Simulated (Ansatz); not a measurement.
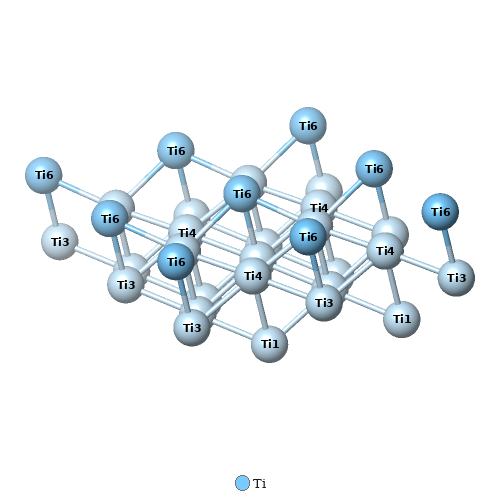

The system is C on a Ti(111) slab cut from the Im-3m phase, its upper half relaxed before the scan (6 atoms of substrate and one adsorbate in a 1 × 1 cell); the picture shows it without the atoms that are moved over the map. C is moved over the surface cell; relaxed at each place: the height of the adsorbate's atoms; substrate rigid; the origin of the map has the adsorbate above Ti6. Places are given modulo a cell vector. The map is drawn in real space over the plane of the surface. Grid: 9 × 9 points; 19 points were computed and 62 follow by symmetry. Energies: eV, counted from the lowest grid point. At some places the adsorbate sinks to or below the level of the top layer. With one adsorbate in each 1 × 1 cell, its nearest image is 4.6 Å away, so neighbouring adsorbates interact. Computed with DFT PBE, scalar-relativistic, plane waves, PAW in Ansatz. Settings: cutoff 420 eV, k-mesh 6×6×1, gaussian smearing 0.1 eV, no spin polarisation.

Range: position of C7 along the first surface vector from 0.000 to 0.889; position of C7 along the second surface vector from 0.000 to 0.889.

What will the energy surface look like?

The lowest grid point is at a place at or below the level of the top layer, (4/9, 1/9) of the cell vectors. The same energy is found at a place at or below the level of the top layer, (4/9, 3/9) of the cell vectors; a place at or below the level of the top layer, (6/9, 1/9) of the cell vectors; a place at or below the level of the top layer, (6/9, 5/9) of the cell vectors. The highest grid point, the top site over a surface Ti atom, (0/9, 0/9) of the cell vectors, lies 5.13 eV above the lowest. At the lowest point the adsorbate has 1 Ti at 1.85 Å as nearest neighbours, at the highest 1 Ti at 1.82 Å. Its relaxed height above the top atom is −0.07 Å at the lowest and 1.82 Å at the highest point.

| second ↓, first → | 0/9 | 1/9 | 2/9 | 3/9 | 4/9 | 5/9 | 6/9 | 7/9 | 8/9 |
| --- | --- | --- | --- | --- | --- | --- | --- | --- | --- |
| 8/9 | 4.84 | 4.26 | 2.85 | 0.90 | 1.06 | 0.90 | 2.85 | 4.26 | 4.84 |
| 7/9 | 4.03 | 2.85 | 1.05 | 1.38 | 1.38 | 1.05 | 2.85 | 4.03 | 4.33 |
| 6/9 | 2.06 | 0.90 | 1.38 | 1.67 | 1.38 | 0.90 | 2.06 | 3.15 | 3.15 |
| 5/9 | 0.40 | 1.06 | 1.38 | 1.38 | 1.06 | 0.40 | 0.00 | 0.32 | 0.00 |
| 4/9 | 0.40 | 0.90 | 1.05 | 0.90 | 0.40 | 0.13 | 0.40 | 0.40 | 0.13 |
| 3/9 | 2.06 | 2.85 | 2.85 | 2.06 | 0.00 | 0.40 | 0.76 | 0.40 | 0.00 |
| 2/9 | 4.03 | 4.26 | 4.03 | 3.15 | 0.32 | 0.40 | 0.40 | 0.32 | 3.15 |
| 1/9 | 4.84 | 4.84 | 4.33 | 3.15 | 0.00 | 0.13 | 0.00 | 3.15 | 4.33 |
| 0/9 | 5.13 | 4.84 | 4.03 | 2.06 | 0.40 | 0.40 | 2.06 | 4.03 | 4.84 |

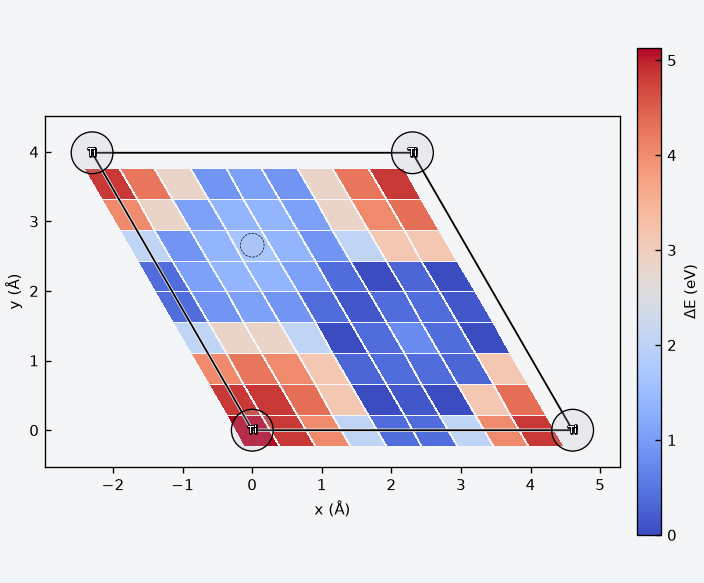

The picture shows one coloured cell a grid point, labelled circles for the atoms of the top layer and small ones for the second layer, the outline of one cell of the plane.

Each point was launched as `ansatz run input.yaml --threads 1 --pin off --max-ram 3072MiB --backend cpu --events-out ev --progress --plain --runs-dir out`. Time for the 19 points that were run: 23 min on 1 thread of Intel(R) Xeon(R) 6975P-C (Granite Rapids) (shared host).

PAW datasets: the set soft_1.
